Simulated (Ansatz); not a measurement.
Consider Co.

The calculation's input:

```
crystal:
  lattice:
    - [-1.404801818, 1.404801818, 1.404801818]
    - [1.404801818, -1.404801818, 1.404801818]
    - [1.404801818, 1.404801818, -1.404801818]
  atoms:
    - { symbol: Co, position: [0.0, 0.0, 0.0], spin: 1.99 }
basis:
  ecutwfc: 420
kpoints:
  mp_grid: { grid: [20, 20, 20] }
  band_path:
    path:
      - [[0.0, 0.0, 0.0], [0.5, -0.5, 0.5], [0.0, 0.0, 0.5], [0.0, 0.0, 0.0], [0.25, 0.25, 0.25], [0.5, -0.5, 0.5]]
      - [[0.25, 0.25, 0.25], [0.0, 0.0, 0.5]]
    npoints: 14
hamiltonian:
  xc: pbe
scf:
  occupations: { method: gaussian, width: 0.1 }
  n_extra_bands: 6
output:
  forces: true
  stress: true
  eigenvalues: true
  populations: true
  dos: { projected: true, de: 0.02, nscf_kmesh: { grid: [30, 30, 30] } }
  bader: true
  write_density: true
  write_potential: true
  elf: true
  volumetric_format: npy
magnetization:
  spin_polarized: true
checkpoint:
  read: start.run
  write: ck
  compress: false
  write_wavefunctions: false
  write_every: 100000
```

Command:

```sh
ansatz run input.yaml --threads 1 --pin off --max-ram 2560MiB --backend cpu --events-out ev --progress --plain --runs-dir out
```

Below, planes, directions and counts refer to the conventional cell (a = 2.81 Å, b = 2.81 Å, c = 2.81 Å, α = 90.00°, β = 90.00°, γ = 90.00°).

Space group Im-3m; a structure from a database of computed crystals, not necessarily the ambient phase; spin-polarised.

All numbers below come from DFT PBE, scalar-relativistic, plane waves, PAW in Ansatz.

Question: What can the converged valence pseudo-density, electron localisation function and spin density tell about the bonding?

Answer: Co–Co (2.43 Å): the density is about 0.36 e/Å³ at the midpoint; the ELF is about 0.25 at the midpoint: no shared electron pair shows on this line.
The spin density sits on Co: +1.8 μB (×2) in one cell of 2 atoms: parallel main moments, as they must be, since the calculation's own cell holds one magnetic site. The cell of the calculation (1 atoms) carries 1.7 μB of net spin moment.

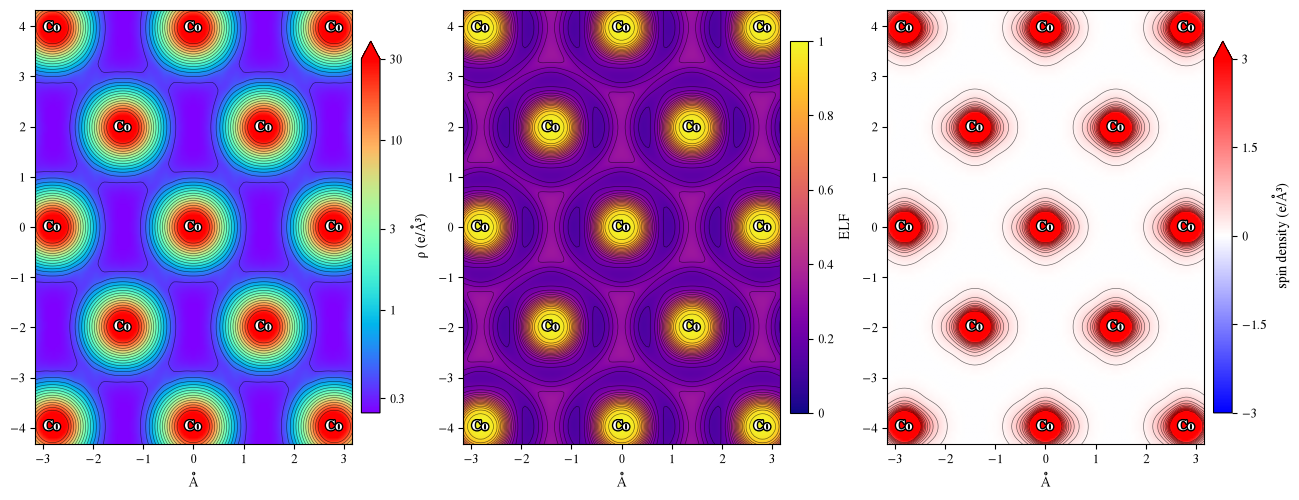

Computed valence pseudo-density, electron localisation function and spin density on the (011) plane of the conventional cell, in this order. 

In a PAW calculation such maps are meaningful between the atoms, not at the nuclei.
